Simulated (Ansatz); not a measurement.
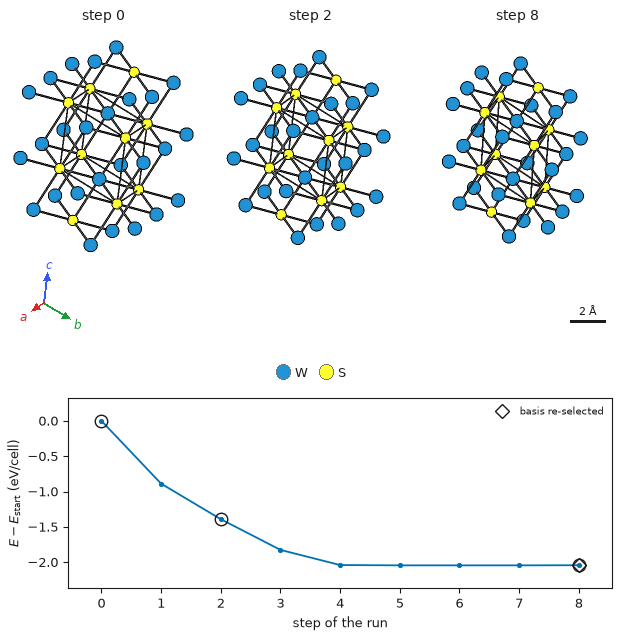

Frames of a relaxation of a crystal of WS (a generated structure, set up in I4/mmm), marked on the history of the run. The picture is a ball-and-stick view of the cell of the calculation, seen slightly off an axis.

The run lets cell and atoms move.

Computed with Ansatz, Kohn-Sham DFT of a periodic cell, HSE06, Ansatz PAW.

Input
```yaml
crystal:
  lattice:
    - [-2.15646527, 2.15646527, 2.47472653]
    - [2.15646527, -2.15646527, 2.47472653]
    - [2.15646527, 2.15646527, -2.47472653]
  atoms:
    - { symbol: W, position: [0.5, 0.5, 0.0] }
    - { symbol: S, position: [0.0, 0.0, 0.0] }
hamiltonian:
  xc: hse06
  pseudopotentials: { kind: paw }
kpoints:
  mp_grid: { grid: [5, 5, 5] }
scf:
  occupations: { method: fermi_dirac, width: 0.05 }
output:
  forces: true
  stress: true
  eigenvalues: true
relax:
  f_tol: 0.01
  max_steps: 40
  cell: { stress_tol: 0.05 }
```

### What happens along the run?

No atom moves by more than 0.005 Å relative to the cell. The volume changes by −35.4 %, with a = b = c 3.927 → 3.468 Å (−11.7 %), α 113.4° → 119.4°, β 113.4° → 119.4°, γ 101.9° → 91.0°. Near-neighbour distances that change, for instance: S–W 3.050 → 2.473 Å, S–W 2.475 → 2.432 Å. The space group stays I4/mmm (No. 139). Over 7 accepted moves (8 points after the start) the energy falls by 2.043 eV per cell of the calculation. All forces vanish by symmetry, so only the cell relaxes. Pressure: −24.76 GPa at the start and −0.03 GPa at the end. At 1 point the geometry stayed and the basis and grid were re-selected for the new cell (energy shift of 1.8 meV per cell of the calculation at most each time). From step 0 to 2: volume −23.8 %, energy −1.391 eV per cell of the calculation. From step 2 to 8: volume −15.2 %, energy −0.651 eV per cell of the calculation.

```csv
step,"E − E(0), meV/atom","pressure, GPa","volume, Å³/atom",note
0,0.00,-24.76,23.017,
1,-444.28,-18.18,19.810,
2,-695.72,-11.74,17.545,
3,-912.88,-5.74,15.829,
4,-1020.08,-2.51,15.066,
5,-1022.20,0.13,14.863,
6,-1022.22,0.00,14.873,
7,-1022.22,0.00,14.873,
8,-1021.31,-0.03,14.873,"same geometry, new basis"
```
